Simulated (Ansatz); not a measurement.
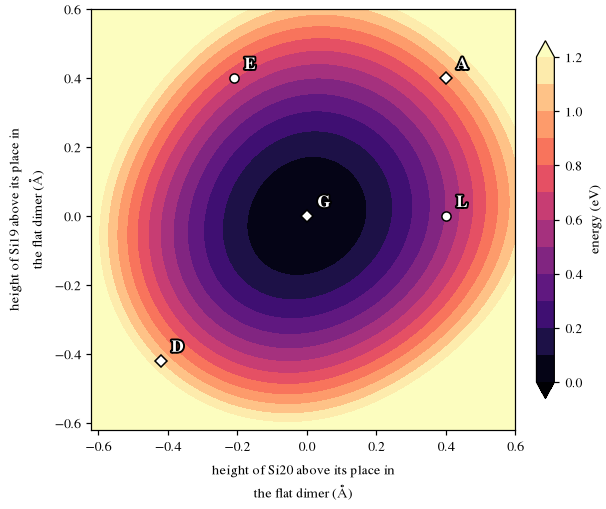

A SiC(100) slab cut from the F-43m phase, its lower face capped with 8 H atoms (28 atoms in the cell). Two atoms of the surface dimers are held at set heights. First axis: height of Si20 above its place in the flat dimer. Second axis: height of Si19 above its place in the flat dimer. Relaxed at each point: all atoms of the upper layers, but for the two heights. The scan uses a 7 × 7 grid; 28 points were computed and 21 follow by symmetry. Points are written as (first, second). Energies are in eV, from the lowest grid point. Computed with DFT LDA, scalar-relativistic, plane waves, PAW in Ansatz 0.2.0. Settings: cutoff 420 eV, k-mesh 4×4×1, gaussian smearing 0.05 eV, no spin polarisation.

In the figure: filled contours, one colour for all values above the top of the scale, lettered points. Between grid points the surface is interpolated.

### What kind of point is each of A, D, E, G, L: minimum, saddle, maximum or slope?

A: on a slope; D: on a slope; E: on a slope; G: minimum; L: on a slope. (In these two coordinates alone; a stationary point may lie a little off the grid point.)

### Rank the lettered points by energy, lowest first.

G (0.00 eV), L (0.50 eV), E (0.71 eV), A (0.92 eV), D (1.09 eV).
